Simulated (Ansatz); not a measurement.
## Electronic structure of C in real space

```
C
1.0
     3.09623    0.00000    0.00000
     0.00000    3.09623    0.00000
     0.00000    0.00000    3.09623
C
4
Direct
  0.00000 0.00000 0.00000
  0.50000 0.50000 0.00000
  0.50000 0.00000 0.50000
  0.00000 0.50000 0.50000
```

Space group Fm-3m; set up as C, fcc; a generated structure, not necessarily the stable one.

Computed with DFT, r2SCAN, plane waves (500 eV) with PAW, fully relativistic with spin-orbit coupling in Ansatz.

Core electrons are frozen (PAW), and the valence fields are smoothed inside the atomic spheres.

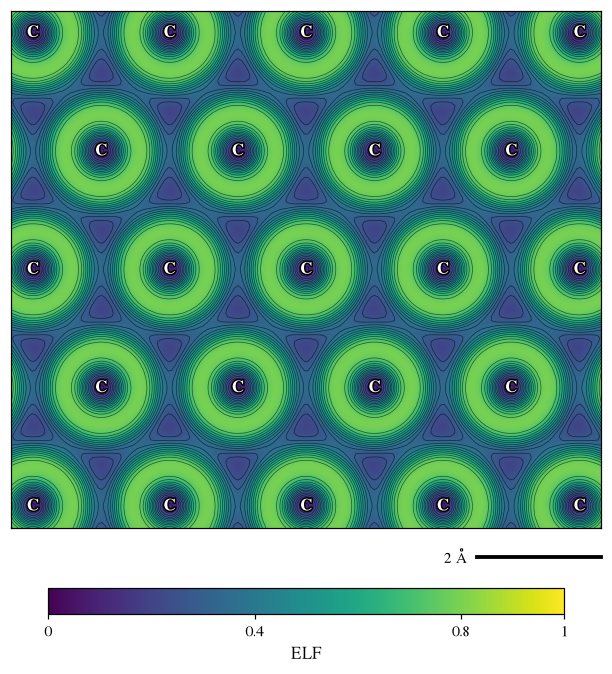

Figure 1. Electron localisation function on the (111) plane of the conventional cell.

Describe what can be read from this map.

- The section cuts through C sites.
- C–C (2.19 Å): the ELF peaks at about 0.80 in the valence shell of C, 0.6 Å from its nucleus, and drops to about 0.35 between the two atoms.

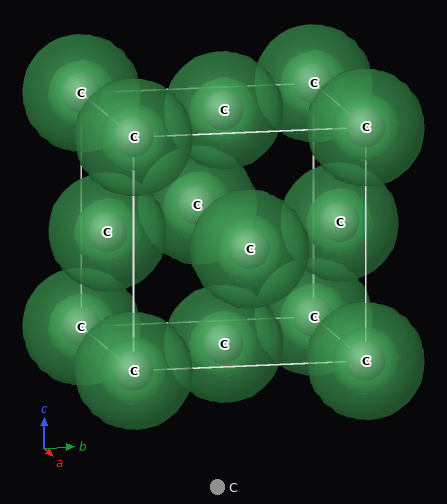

Figure 2. Isosurface of the electron localisation function at 0.7 (green), seen slightly off an axis. Only the valence region is drawn (cores and ρ < 0.01 e/Å³ removed).

Identify the bonds, lone pairs and shells in this picture.

At this value the surface marks out four regions wrapped around C (the valence shell of each), counted in one cell of 4 atoms. Any copies at cell faces, edges or corners count once.

Metal or insulator at this level of theory?

It is metallic or semimetallic at this level of theory: no gap opens.
